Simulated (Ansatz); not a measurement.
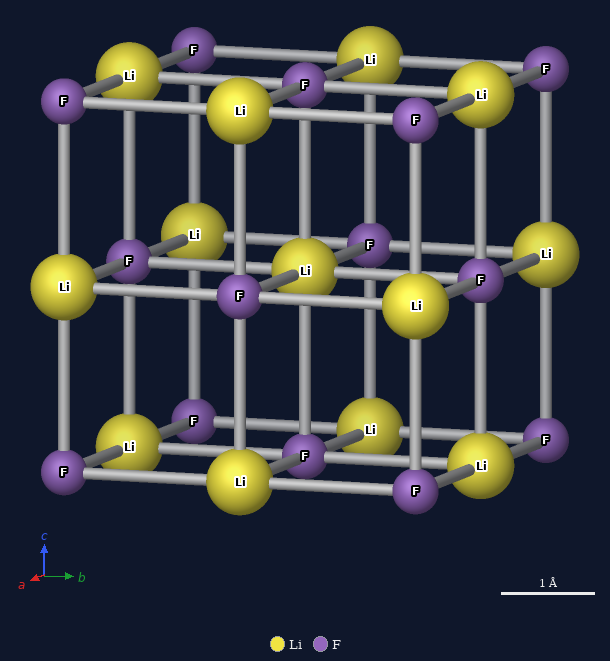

Phonons of a crystal of LiF (a generated structure), space group Fm-3m (No. 225), at the zone centre. A ball-and-stick model of the conventional cell (4 times the calculation's cell), seen slightly off an axis. Lengths and directions refer to the drawn axes.

All numbers below come from DFT PBE, scalar-relativistic, plane waves, PAW in Ansatz 0.2.0.

The input:
```yaml
crystal:
  lattice:
    - [0.0, 2.0339391177, 2.0339391177]
    - [2.0339391177, 0.0, 2.0339391177]
    - [2.0339391177, 2.0339391177, 0.0]
  atoms:
    - { symbol: Li, position: [0.5, 0.5, 0.5] }
    - { symbol: F, position: [0.0, 0.0, 0.0] }
basis:
  ecutwfc: 420
kpoints:
  mp_grid: { grid: [12, 12, 12] }
hamiltonian:
  xc: pbe
scf:
  occupations: { method: fixed }
output:
  eigenvalues: true
phonons:
  method: dfpt
  dielectric: true
  rigid_motions: translations
  eigenvectors: true
  qmesh: [4, 4, 4]
  temperatures: { t_max: 1000, t_step: 100 }
  qpath:
    path:
      - [[0.0, 0.0, 0.0], [0.5, 0.0, 0.5], [0.625, 0.25, 0.625]]
      - [[0.375, 0.375, 0.75], [0.0, 0.0, 0.0], [0.5, 0.5, 0.5], [0.5, 0.25, 0.75], [0.5, 0.0, 0.5]]
    npoints: 8
```

Command:
```bash
ansatz run input.yaml --threads 1 --pin off --max-ram 2560MiB --backend cpu --events-out ev --progress --plain --runs-dir out
```

Frequencies are those without the non-analytic (LO–TO) term.

> Which optical modes does it have, at what frequencies, and is it stable there?

The calculation's cell holds 2 atoms, so there are 3 optical modes, in 1 level. The optical modes span T₁u. No level is unstable.

```tsv
level	symmetry	frequency (cm⁻¹)	activity
1	T₁u	266	infrared-active
```

The modes drawn as arrows (one member of each degenerate set):

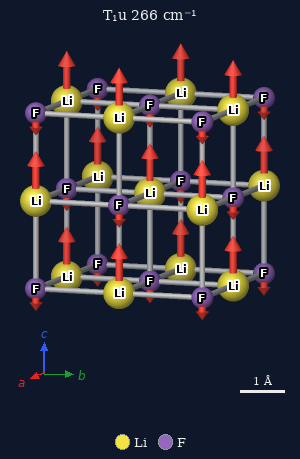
